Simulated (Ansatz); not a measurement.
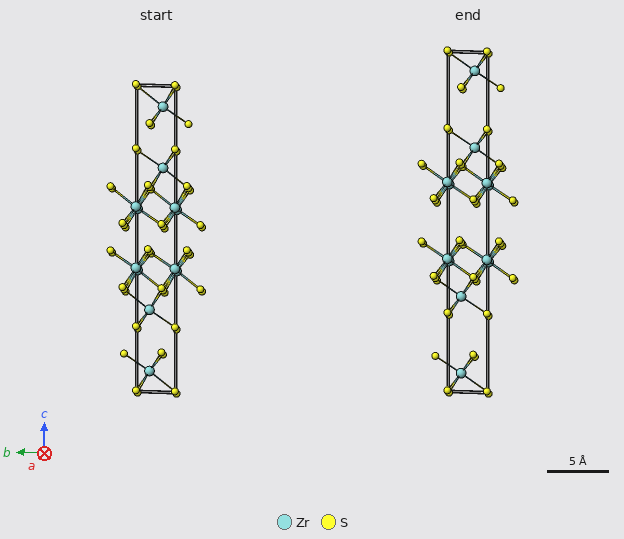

The structure of a crystal of Zr2S3 (built on the tetradymite_166 type) (coarse preliminary run) before (left) and after (right) a relaxation, at one scale.

A ball-and-stick model of the conventional cell (3 times the calculation's cell), seen from a free direction. Lengths and directions refer to the drawn axes.

Case: tetradymite type (R-3m, No. 166).

Method: DFT PBE, scalar-relativistic, plane waves, PAW (Ansatz 0.2.0).

The input:
```yaml
crystal:
  lattice:
    - [1.8211102979, 1.0514185207, 8.4417699992]
    - [-1.8211102979, 1.0514185207, 8.4417699992]
    - [0.0, -2.1028370414, 8.4417699992]
  atoms:
    - { symbol: Zr, position: [0.4, 0.4, 0.4] }
    - { symbol: Zr, position: [0.6, 0.6, 0.6] }
    - { symbol: S, position: [0.0, 0.0, 0.0] }
    - { symbol: S, position: [0.2095, 0.2095, 0.2095] }
    - { symbol: S, position: [0.7905, 0.7905, 0.7905] }
basis:
  ecutwfc: 420
kpoints:
  mp_grid: { grid: [6, 6, 6] }
hamiltonian:
  xc: pbe
scf:
  occupations: { method: gaussian, width: 0.1 }
  lower_state_search: "off"
output:
  forces: true
  stress: true
  eigenvalues: true
relax:
  adjacent_minimum: "off"
  f_tol: 0.04
  max_steps: 70
  cell: { stress_tol: 0.4 }
```

Launched with:
```bash
ansatz run input.yaml --threads 1 --pin off --max-ram 2560MiB --backend cpu --events-out ev --progress --plain --runs-dir out
```

What changed between the two?

The largest moves relative to the cell, 0.54 Å, are those of S4 and S5. S5 goes along −c. Largest moves by element: S 0.54 Å, Zr 0.36 Å. Cell: a = b 3.642 → 3.693 Å (+1.4 %), c 25.325 → 28.108 Å (+11.0 %). Volume +14.1 %. Some distances before and after: Zr1–S3 2.697 → 2.614 Å, Zr1–S5 2.553 → 2.568 Å. Bond angles that change, for instance: Zr1–S3–Zr1 85.0° → 89.9°, S3–Zr2–S3 85.0° → 89.9°, Zr1–S3–Zr2 95.0° → 90.1°. The space group stays R-3m (No. 166). Over 5 accepted moves (6 points after the start) the energy falls by 123 meV per atom. The largest force component goes from 1.1 to 0.016 eV/Å. The pressure goes from 0.27 to 0.10 GPa. The SCF was repeated once at an unchanged geometry on a basis and grid sized afresh for the cell, which shifted the energy by 0.8 meV per atom at most. The run took roughly 90 core-seconds on a shared host.
